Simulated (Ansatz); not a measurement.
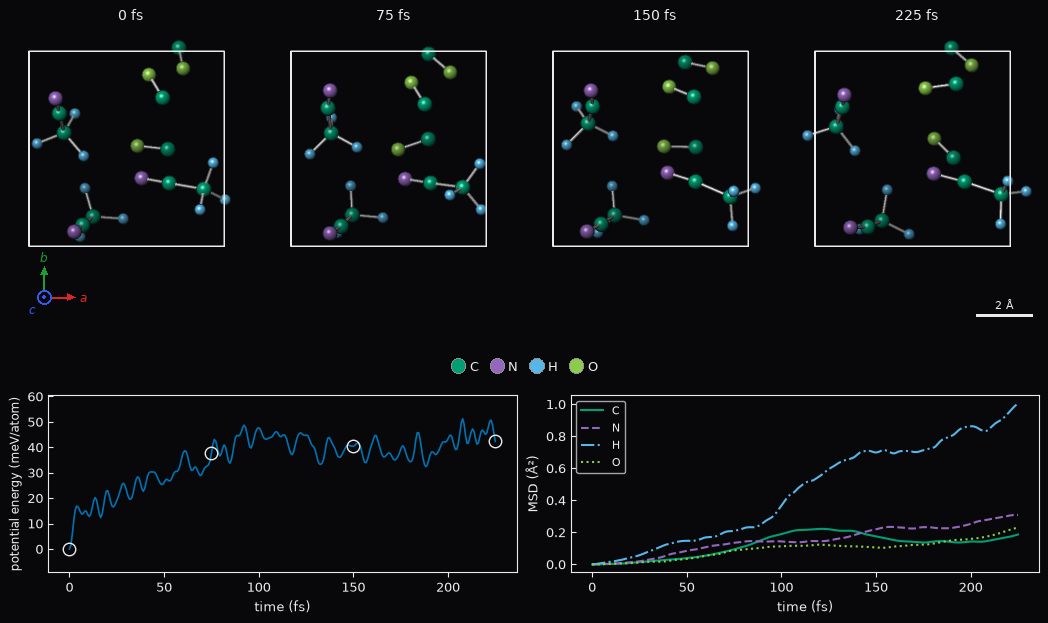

A Born-Oppenheimer molecular dynamics run of a periodic cell with 3 CH3CN + 3 CO at 0.989 g/cm³, 225 fs long. Frames and the history of the run. A ball-and-stick model of the simulation cell, seen along the c axis. Atoms that leave the cell re-enter on the other side.

These are results of DFT PBE-D3(BJ), scalar-relativistic, plane waves, PAW (Ansatz), not measurements. Settings: plane-wave cutoff 420 eV; k-point mesh 1 × 1 × 1; Fermi-Dirac smearing 0.05 eV; low-accuracy preset; Langevin thermostat (NVT); set temperature 350 K; time step 0.75 fs; friction 0.02 per fs.

### Describe the run.

Over the second half the temperature averages 338 K (spread ±65 K). The potential energy in the second half lies on average 40.6 meV per atom above the first frame. In the second half of the run the atoms are, in the root-mean-square, this far from where they began (common drift taken out): H 0.86 Å, N 0.47 Å, C 0.41 Å, O 0.37 Å. The heavy atoms stay within a fraction of a molecule's size of their starting places, while the hydrogen atoms travel further, as molecules turn; so short a run doesn't tell a liquid from a solid.

Limits of the set-up: the program's low-accuracy preset was used; the periodic images lie only 7.0 Å apart, so the values are limited by the cell's size.

The run took 6.1 min on 1 thread of Intel(R) Xeon(R) Platinum 8488C (Sapphire Rapids) (shared host), peak memory 0.46 GiB.
